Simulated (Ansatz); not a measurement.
Single-point calculation, with input and output: ZnS

System: ZnS (4 atoms in the cell).
Method: DFT r2SCAN, scalar-relativistic, plane waves, PAW, no spin polarisation (Ansatz 0.2.0).

The structure derives from an entry of the Crystallography Open Database. It belongs to a series of runs on one base structure; here: ratio of the length along z to the lengths across it x 1.3, volume and fractional coordinates fixed. Figures and captions count atoms from 1; the log counts them from 0 in places.

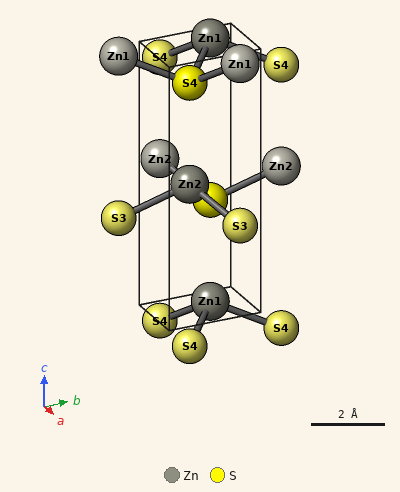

The structure (ball-and-stick view of the cell of the calculation, seen slightly off an axis; neighbours outside the cell are drawn fainter; atoms are numbered from 1 in the order of the input). An atom can appear more than once, as a periodic image. Near neighbours in the periodic cell (some may lie outside the picture): Zn has 3 S at 2.19 Å; S has 3 Zn at 2.19 Å.

### Summary

```tsv
quantity	value
outcome	converged
space group (tolerance 0.01 Å)	P6₃mc (186)
electrons treated	36
free energy	−8465.4932 eV
Fermi energy	6.799 eV
gap on the k-point mesh	1.27 eV
pressure	9.52 GPa
largest force (length of the vector)	0.712 eV/Å
hardware	1 thread of Intel Xeon (Granite Rapids), 32 GiB of memory available, shared host
wall time	12 s
peak memory	0.58 GiB
```

### Input file
```yaml
crystal:
  lattice:
    - [3.4918669901, 0.0, 0.0]
    - [-1.745933495, 3.02404552, 0.0]
    - [0.0, 0.0, 7.4255569427]
  atoms:
    - { symbol: Zn, position: [0.3333333333, 0.6666666667, 0.0] }
    - { symbol: Zn, position: [0.6666666667, 0.3333333333, 0.5] }
    - { symbol: S, position: [0.3333333333, 0.6666666667, 0.385] }
    - { symbol: S, position: [0.6666666667, 0.3333333333, 0.885] }
basis:
  ecutwfc: 500
kpoints:
  mp_grid: { grid: [12, 12, 4] }
hamiltonian:
  xc: r2scan
scf:
  occupations: { method: gaussian, width: 0.05 }
output:
  forces: true
  stress: true
  eigenvalues: true
  write_density: true
  write_potential: true
  elf: true
  volumetric_format: npy
```

Launch command:
```bash
ansatz run input.yaml --threads 1 --pin off --max-ram 2560MiB --backend cpu --events-out ev --progress --plain --runs-dir out
```

### Output
```
Engine: ansatz 0.2.0, x86_64-unknown-linux-gnu
Pseudopotentials: kind: paw
Pseudopotential: Zn, paw, valence charge 12, recommended cutoff 500 eV (meta_gga), Zn.paw.azcp
Pseudopotential: S, paw, valence charge 6, recommended cutoff 500 eV (meta_gga), S.paw.azcp
Functional definition: r2SCAN
  parameter k0 = 0.174
  parameter k1 = 0.065
  parameter a1 = 4.9479
  exchange = r2scan_x(k0 = k0, k1 = k1, a1 = a1)
  correlation = r2scan_c
Crystal: 4 atoms, lattice volume = 78.411 Å³
Basis set: ecut = 500 eV, 1983 PW (Γ), exchange–correlation on 108×108×240 points (64 copies of the dense FFT grid, shifted against one another)
Bands: 22, of which v1, the nominal top of the filled ones, is band 18 counted from 1 (17 counted from 0)
Symmetry: 12 space group operations
Space group: P63mc (ITA 186), of the structure as read, at distance tolerance 4.3e-5 Å
k-points: 57 of 576 (time reversal used)
Non-local potential: Zn, projectors of the file, l = 0: 2, l = 1: 2, l = 2: 3, l = 3: 1
Non-local potential: S, projectors of the file, l = 0: 2, l = 1: 2, l = 2: 2
PAW form: soft (Blöchl's): semilocal exchange-correlation on the pseudo side does not see the compensation charge
PAW frozen core: Zn, regenerated for the run's functional (the file was generated under x = pbe(κ = 0.804, μ = 0.2195149727645171), c = pbe(β = 0.06672455060314922))
PAW frozen core: S, regenerated for the run's functional (the file was generated under x = pbe(κ = 0.804, μ = 0.2195149727645171), c = pbe(β = 0.06672455060314922))
PAW one-centre angular grid: Zn, 590 points (default); XC on 261 of its mesh's 2673 points in the sphere
PAW one-centre angular grid: S, 302 points (default); XC on 160 Gauss nodes
Initial density: superposition of atomic densities (neutral atoms: chi_scale 0, normalization atom), corrected by the library's trained network
Initial wavefunctions: pseudopotential atomic-orbital guess
Functional: x = r2scan, c = r2scan; τ floored in thin density (d = 2e-4 eV/Å³)
SCF iter   1: F=—  HF=-8465.491533 eV  |F-HF|=—  |Δ(HF+E_count)|=         —  Δρ=1.62e-2  dr2=1.05e-1  dr2_τ=2.24e-2  ethr=1.77e-3  ⟨swp⟩=6.8  Hψ=6673  notcnv=0
preconditioner: auto → Resta (q_TF=auto, 2.396 Å⁻¹)  ε∞=5.9  [insulator: Δε(μ)=1.305 eV  Ē_g=11.411 eV  σ=0.050 eV  W_gap=1.00  n_scr=22 (ndim 8)  ℏωp=25.2 eV  f_vac=0.036  D(μ)=0.00/eV (n_scr^D=0)  ε∞_Penn≈5.9]
SCF iter   2: F=—  HF=-8465.497880 eV  |F-HF|=—  |Δ(HF+E_count)|=   6.35e-3  Δρ=2.50e-3  dr2=3.80e-3  dr2_τ=5.66e-4  ethr=2.93e-4  ⟨swp⟩=2.2  Hψ=2865  notcnv=0
SCF iter   3: F=—  HF=-8465.493829 eV  |F-HF|=—  |Δ(HF+E_count)|=   4.05e-3  Δρ=3.41e-3  dr2=4.99e-3  dr2_τ=2.98e-5  ethr=1.06e-5  ⟨swp⟩=2.0  Hψ=2388  notcnv=0
SCF iter   4: F=—  HF=-8465.493141 eV  |F-HF|=—  |Δ(HF+E_count)|=   6.88e-4  Δρ=7.75e-4  dr2=3.40e-4  dr2_τ=7.19e-6  ethr=1.06e-5  ⟨swp⟩=2.0  Hψ=2130  notcnv=0
SCF iter   5: F=—  HF=-8465.493163 eV  |F-HF|=—  |Δ(HF+E_count)|=   2.16e-5  Δρ=1.88e-4  dr2=3.40e-5  dr2_τ=8.19e-7  ethr=9.45e-7  ⟨swp⟩=2.0  Hψ=2271  notcnv=0
SCF iter   6: F=—  HF=-8465.493170 eV  |F-HF|=—  |Δ(HF+E_count)|=   7.09e-6  Δρ=5.48e-5  dr2=1.78e-6  dr2_τ=2.03e-8  ethr=9.43e-8  ⟨swp⟩=2.5  Hψ=2306  notcnv=0
SCF iter   7: F=-8465.493170 eV  HF=-8465.493170 eV  |F-HF|=3.27e-8  |Δ(HF+E_count)|=   4.31e-7  Δρ=7.97e-6  dr2=5.44e-8  dr2_τ=1.25e-9  ethr=2.78e-10  ⟨swp⟩=6.8  Hψ=9284  notcnv=0
SCF 1 converged in 7 iterations: F = -8465.493170 eV  dr2 = 5.44e-8
  greatest PAW one-centre occupation: 0.983 electrons in one spin orbital (limit 2), on the Zn atom at site 0 (counted from 0), in its partial waves of l = 2
SCF converged after 7 iterations
Free energy (F): -8465.493170 eV
Harris-Foulkes:  -8465.493170 eV  (|F-HF|=3.27e-8)
Internal energy: -8465.493170 eV  (E = F + TS)
E sigma→0 (E₀):  -8465.493170 eV
Fermi energy:    6.798917 eV
--- Per-component energies (eV) ---
  E_band       = -6.430279
  E_kinetic    = 479.682772
  E_local      = -4201.210000  (includes V_loc(G=0)·N_el)
  E_nonlocal   = 1292.438450
  E_hartree    = 1767.654516
  E_xc         = -433.665056
  E_vxc        = -299.447465  (∫ρ·V_xc dr)
  E_paw        = -4917.705744  (= ΣΔE_a)
  E_vpaw       = -828.104151  (= ΣTr[D̂ρ^β])
  E_aug_tail   = -0.000108  (compensation charges beyond the density's cutoff)
  E_vtau       = 14.903942  (kinetic-family band-sum trace: ∫τ·v_τ [+ j·A + Jᵃ·Aᵃ] dr)
  E_ewald      = -2452.103229
  E_core_change = -0.584771  (= ΣΔE_core)
  E_smearing   = -0.000000  (= −TS)
  E_closure    = -0.000000  (closes the sum)
  Σ components = -8465.493170   (vs F -8465.493170, Δ=0.00e0)
--- Forces (eV/Å), atoms counted from 1 ---
  atom   1  Zn    -0.00000000    -0.00000000     0.71164435
  atom   2  Zn     0.00000000     0.00000000     0.71164435
  atom   3  S     -0.00000000    -0.00000000    -0.71169046
  atom   4  S      0.00000000     0.00000000    -0.71169046
  max |Σ_I F_I| component: 9.22e-5 eV/Å
--- Stress (GPa, compression-positive) ---
       18.810537       0.000000       0.000000
        0.000000      18.810537       0.000000
        0.000000       0.000000      -9.059760
  P = ⅓ Tr σ = 9.5204 GPa (95.204 kbar)
--- Band table (eV; the first three rows and the last of 57) ---
  k-point 0: bands = ["-8.3954", "-7.9984", "-1.2121", "-1.2121", "-1.1871", "-1.1871", "-1.0148", "-0.7721", "-0.5584", "-0.5584", "-0.5372", "-0.5372", "0.7110", "4.3598", "5.8606", "5.8606", "6.1643", "6.1643", "7.4322", "11.1880", "12.1639", "13.5243"]
  k-point 1: bands = ["-8.3417", "-8.0615", "-1.2086", "-1.2086", "-1.1909", "-1.1909", "-1.0018", "-0.8507", "-0.5552", "-0.5552", "-0.5402", "-0.5402", "1.1234", "3.4850", "5.9034", "5.9034", "6.1180", "6.1180", "8.4901", "11.1138", "12.0915", "12.8201"]
  k-point 2: bands = ["-8.2063", "-8.2063", "-1.1999", "-1.1999", "-1.1999", "-1.1999", "-0.9521", "-0.9521", "-0.5475", "-0.5475", "-0.5475", "-0.5475", "2.1506", "2.1506", "6.0090", "6.0090", "6.0090", "6.0090", "10.2339", "10.2339", "12.0640", "12.0640"]
  k-point 56: bands = ["-6.9294", "-6.9294", "-1.1052", "-1.1052", "-0.7229", "-0.7229", "-0.6104", "-0.6104", "-0.5914", "-0.5914", "-0.0452", "-0.0452", "0.6387", "0.6387", "2.3044", "2.3044", "3.9806", "3.9806", "9.7092", "9.7092", "11.6107", "11.6107"]
```

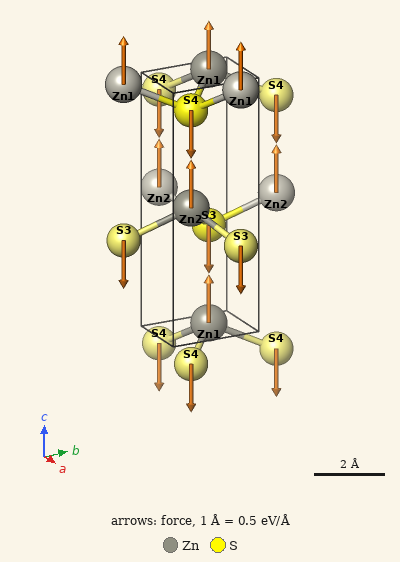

Forces on the atoms as orange arrows (ball-and-stick view of the cell of the calculation, seen slightly off an axis; neighbours outside the cell are drawn fainter; atoms are numbered from 1 in the order of the input). The largest act on S3, S4 (0.71 eV/Å); Zn1, Zn2 (0.71 eV/Å). The geometry is not a stationary point of this energy.

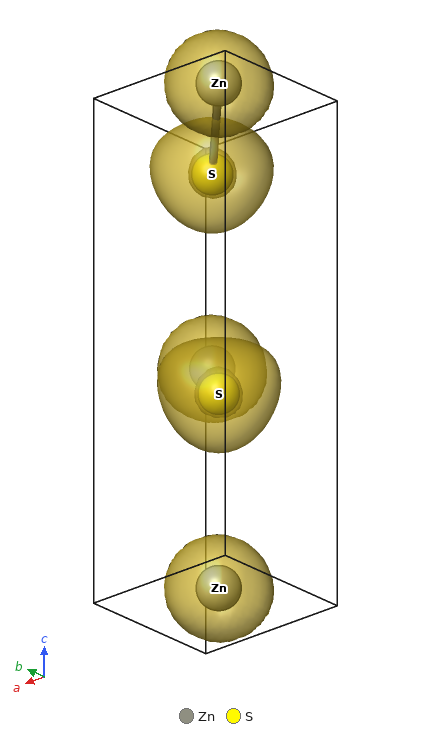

Isosurface of the valence pseudo-density at 0.8 e/Å³ (yellow), seen at an oblique angle. Sticks mark near contacts. The outline is the cell set on symmetry axes. At this value the density breaks into separate islands; it holds about 65 % of the electrons treated as valence. It is pinched off along the Zn–S (2.19 Å) contacts. On the grid the lowest density along these lines, outside the cores, is 0.63 e/Å³ (Zn–S, 2.19 Å). The fields are those of the smooth PAW valence density.

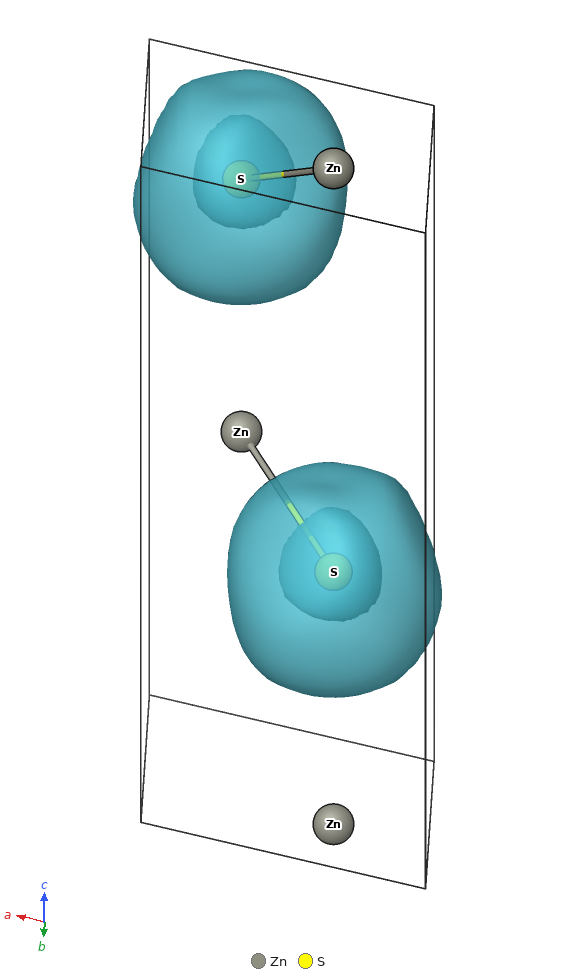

Isosurface of the ELF at 0.7 (cyan), seen at an oblique angle. Only the valence region is drawn (cores and ρ < 0.01 e/Å³ removed). Sticks mark near contacts. The outline is the cell set on symmetry axes. Along the contacts the grid gives the following. Zn–S (2.19 Å): the ELF is about 0.60 at the midpoint.

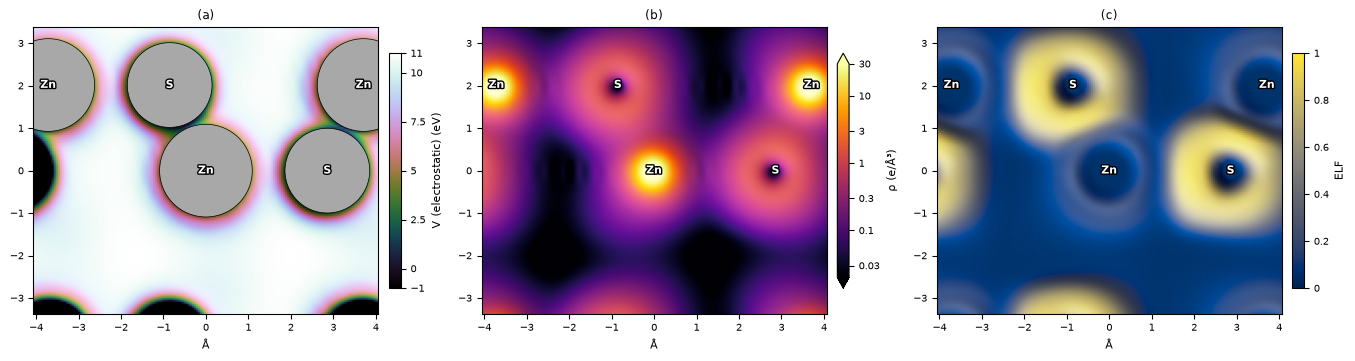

(a) electrostatic potential energy of an electron; (b) valence electron density; (c) ELF on the (110) plane of the conventional cell. Grey discs, where drawn, cover atomic cores. Zn–S (2.19 Å): ρ at the midpoint is about 0.67 e/Å³; the ELF is about 0.60 at the midpoint. Away from the nuclei the density in this plane falls to 0.01 e/Å³ at its lowest. Outside the cores the potential energy rises away from the atoms and is highest about 2.2 Å from the nearest atoms; outside the discs it spans about 11 eV, and its zero is arbitrary.
